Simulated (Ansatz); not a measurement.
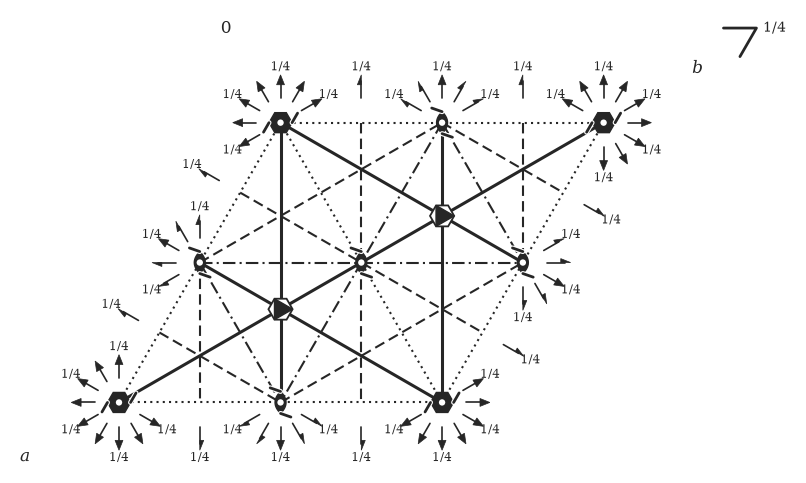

Symmetry elements of a space group, projected down c, computed from the operations of a computed or model structure of composition Ru.

Symbols follow the International Tables: origin at the upper left, the third axis towards the viewer; heavy, dashed, dotted, dash-dotted and dash-dot-dot lines are mirror, in-plane glide, out-of-plane glide, diagonal (n; with arrows d) and double (e) glide planes seen edge on; arrows at the rim are 2 (full head) and 2₁ (half head) axes in the plane; the corner sign is a plane parallel to the page; fractions are heights. Handed screw axes carry their printed symbol instead of tails.

**Give the Hermann–Mauguin symbol and number.**

P6₃/mmc (No. 194); primitive hexagonal, point group 6/mmm, 24 general positions a cell.

**List the elements shown.**

−6 axes along c at (1/3, 2/3), (2/3, 1/3); 6₃ axes along c at (0, 0); 2₁ axes along c at (0, 1/2), (1/2, 0), (1/2, 1/2); inversion centres at (0, 0), (0, 1/2), (1/2, 0), (1/2, 1/2); mirror planes holding c and [1 2 0] or [2 1 0] or [−1 1 0]; in-plane glide planes holding c and [1 2 0] or [2 1 0] or [−1 1 0]; c glide planes normal to a*, at x = 0; n glide planes normal to a*, at x = 1/2; c glide planes normal to b*, at y = 0; n glide planes normal to b*, at y = 1/2; c glide planes holding c and [1 1 0]; diagonal glide planes holding c and [1 1 0]; a mirror plane normal to c at height 1/4; 2 axes along [1 1 0] at height 0; 2 axes along [1 2 0] at height 1/4; 2 axes along [2 1 0] at height 1/4; 2 axes along [−1 1 0] at height 1/4; 2 axes along a at height 0; 2 axes along b at height 0; 2₁ axes along [1 1 0] at height 0; 2₁ axes along [1 2 0] at height 1/4; 2₁ axes along [2 1 0] at height 1/4; 2₁ axes along [−1 1 0] at height 1/4; 2₁ axes along a at height 0; 2₁ axes along b at height 0. Heights repeat every half period; positions are (a, b) fractions, modulo 1.

**Write the general positions (in any order).**

x, y, z; −x, −y, −z; x−y, x, z+1/2; −x+y, −x, −z+1/2; −y, x−y, z; y, −x+y, −z; −x, −y, z+1/2; x, y, −z+1/2; −x+y, −x, z; x−y, x, −z; y, −x+y, z+1/2; −y, x−y, −z+1/2; −y, −x, −z+1/2; y, x, z+1/2; −x, −x+y, −z; x, x−y, z; −x+y, y, −z+1/2; x−y, −y, z+1/2; y, x, −z; −y, −x, z; x, x−y, −z+1/2; −x, −x+y, z+1/2; x−y, −y, −z; −x+y, y, z
